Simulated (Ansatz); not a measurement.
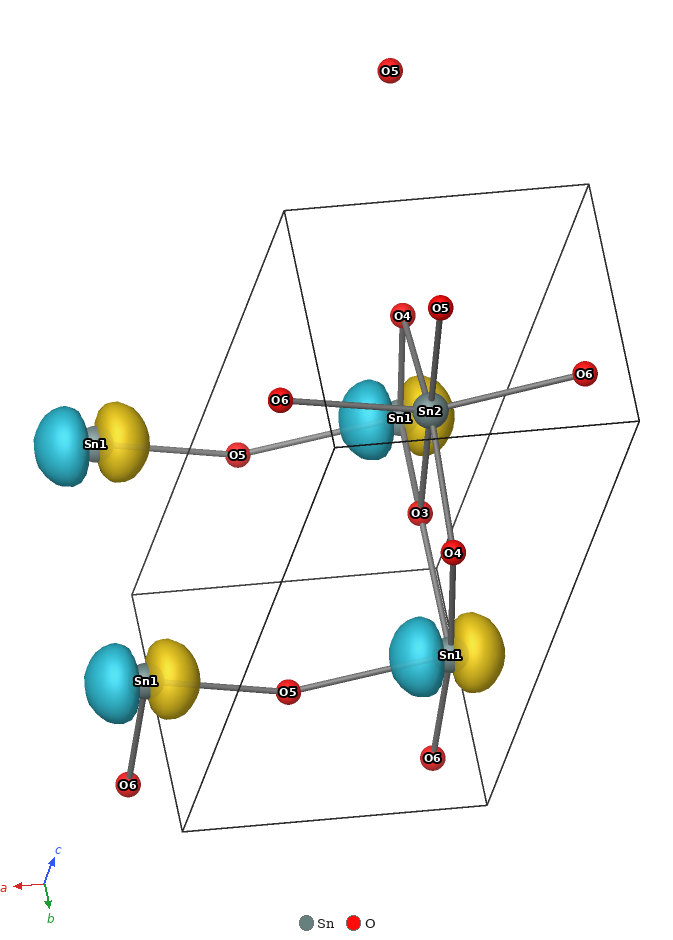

SnO2: one atom of the 6-atom cell (and its periodic copies) was moved a little. Density after less density before, yellow at +0.8 and cyan at −0.8 e/Å³, seen at an oblique angle; cell a = 4.00 Å, b = 4.00 Å, c = 5.85 Å, α = 109.98°, β = 109.98°, γ = 90.00°. The lobes lie largely inside the PAW sphere, where the density is a smoothed one.

Space group I4_1/amd; the calculation finds a residual pressure of about 6 GPa at this fixed cell. This isn't the usual form at ambient conditions. The cell comes from a database of computed structures, not from a measurement.

Theory: DFT PBE, scalar-relativistic, plane waves, PAW (Ansatz).

Q: Which atom moved, and which way?

A: Sn1 moved towards the yellow lobe, to the right in the picture. In the run the shift was 0.10 Å along [−1 0 0] in the axes of the cell drawn.

Q: How much does the computed force on the atom change?

A: The force on it changes by 1.79 eV/Å along the move, against it: a stiffness of about 18 eV/Å² for this sublattice shift.
